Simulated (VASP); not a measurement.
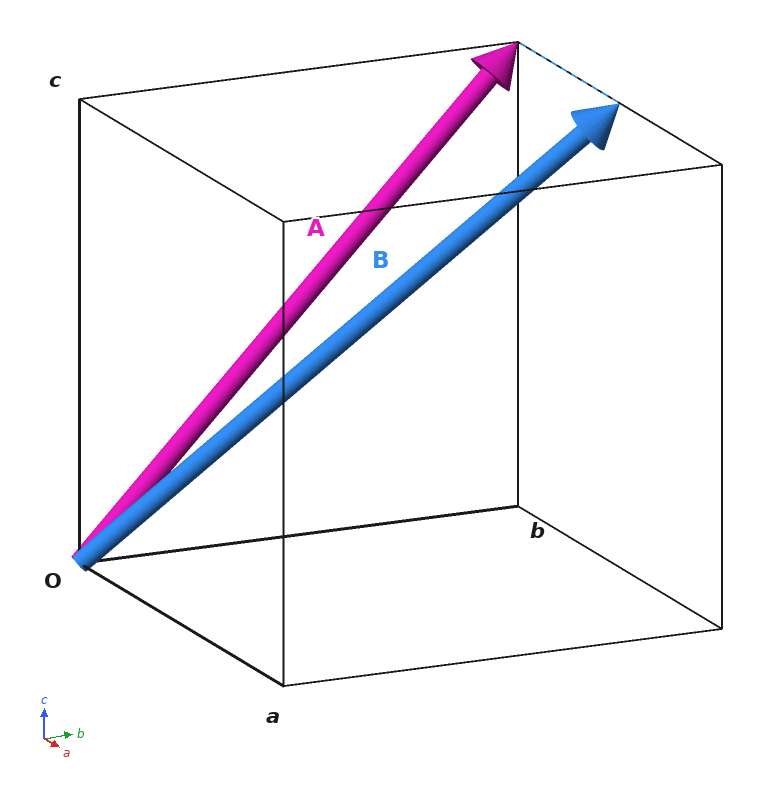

For GaP, the end point of a relaxation with VASP Kohn-Sham DFT of a periodic cell, TPSSh, VASP PAW PBE potentials, recommended (VASP 6.6.1): each arrow starts at a corner of the unit cell and ends on its surface; where a tip isn't a corner, dashed lines run from it parallel to the axes. Geometry calculated from the standardised cell; symmetry tolerance 0.002 Å.

a = 5.470 Å, b = 5.470 Å, c = 5.470 Å, α = 90.00°, β = 90.00°, γ = 90.00°.

Q: Give [uvw] of each arrow.

A: Arrow A runs from (0, 0, 0) to (0, 1, 1), so [0 1 1]; Arrow B runs from (0, 0, 0) to (1/2, 1, 1), so [1 2 2].

Q: How long is the vector ua + vb + wc in each case, and what angles do the directions make?

A: A 7.736 Å; B 16.411 Å. A–B: 19.5°.
